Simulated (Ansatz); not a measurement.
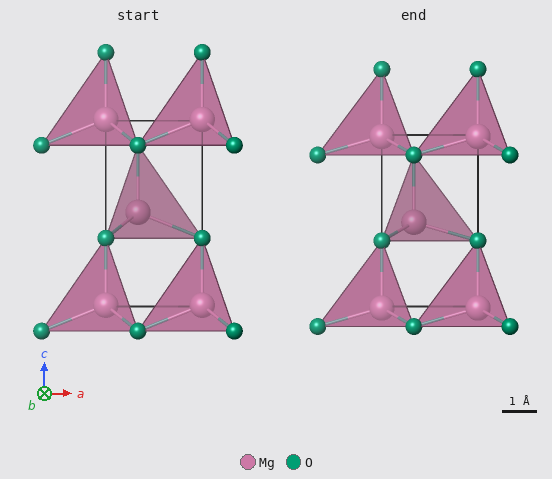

The structure of crystalline MgO (a generated structure, set up in P6_3mc) before (left) and after (right) a relaxation, at one scale.

A polyhedral model of the cell of the calculation, seen along the b axis.

Case: Co → Mg on all its sites, cell and atoms relaxed.

Theory: Ansatz, DFT PBE, scalar-relativistic, plane waves, PAW. Settings: plane-wave cutoff 420 eV; k-point mesh 12 × 12 × 4; occupations gaussian; smearing width 0.02 eV; no spin polarisation; cell and atoms relaxed; force threshold 0.01 eV/Å; at most 60 steps.

Question: Describe what moved and what it gained.

Answer: Over 5 accepted moves (7 points after the start) the energy falls by 51.0 meV per atom. The largest force component goes from 0.54 to 0.0018 eV/Å. Pressure: −7.78 GPa at the start and 0.01 GPa at the end. The SCF was repeated twice at an unchanged geometry on a basis and grid sized afresh for the cell, which shifted the energy by 1.5 meV per atom at most. The largest moves relative to the cell, 0.080 Å, are those of Mg and O atoms. Largest moves by element: Mg 0.080 Å, O 0.080 Å. The drawn cell changes as follows: a = b 3.323 → 3.314 Å (−0.3 %), c 5.549 → 5.122 Å (−7.7 %); the volume changes by −8.2 %. Some distances before and after: Mg–O 2.069 → 1.992 Å, Mg–O 2.002 → 2.007 Å. Bond angles that change, for instance: O–Mg–O 111.9° → 106.1°, Mg–O–Mg 111.9° → 106.1°, O–Mg–O 106.9° → 112.6°. The space group stays P6_3mc (No. 186).
